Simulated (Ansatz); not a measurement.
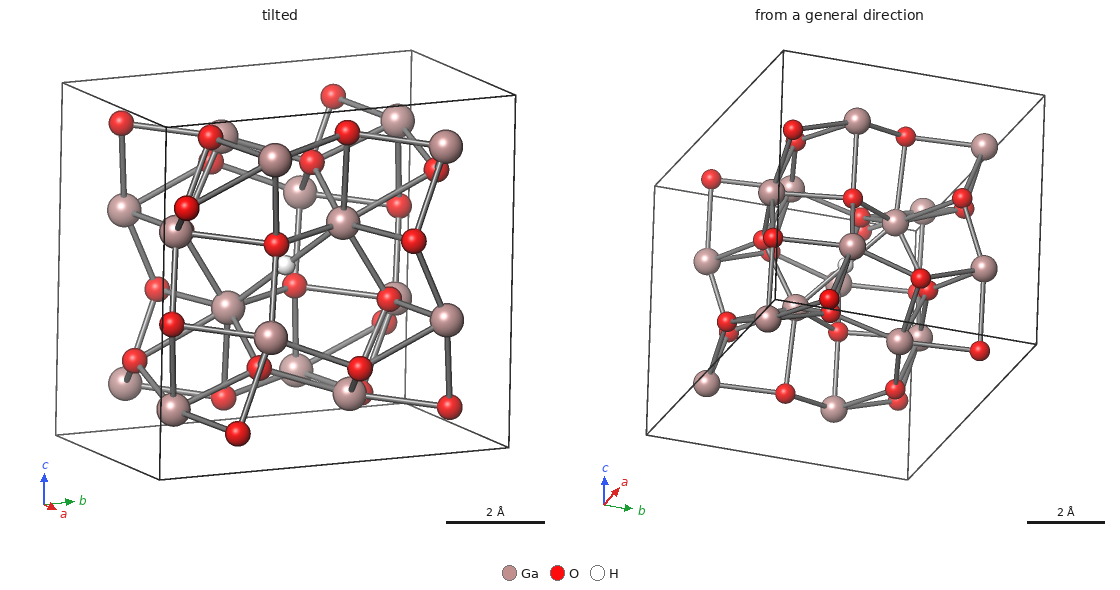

A ball-and-stick rendering, viewed slightly off an axis and from a general direction. The wireframe shows the supercell. The host is Ga$_{2}$O$_{3}$, in a cell of 40 sites, and the cell carries a charge of -1.

### Identify the point defect.

An interstitial hydrogen atom. It is bonded to two Ga in a linear arrangement at about 1.7 Å.

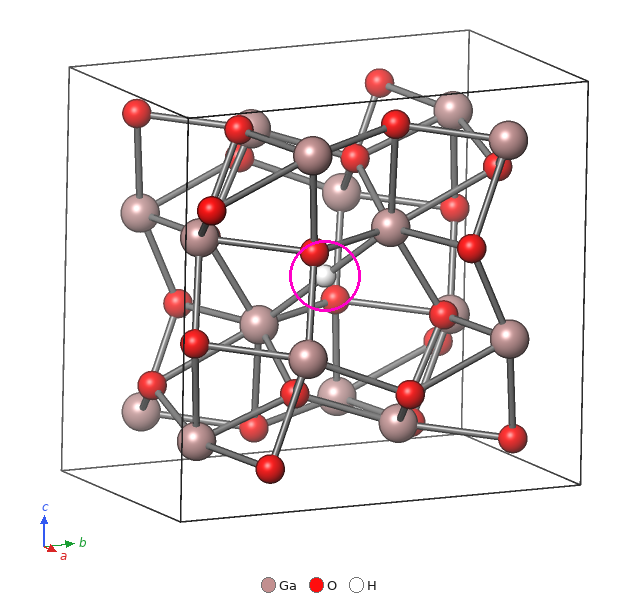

The same cell with a ring at the defect's site.

The atoms were relaxed in the host's cell with DFT PBE, scalar-relativistic, plane waves, PAW (Ansatz).
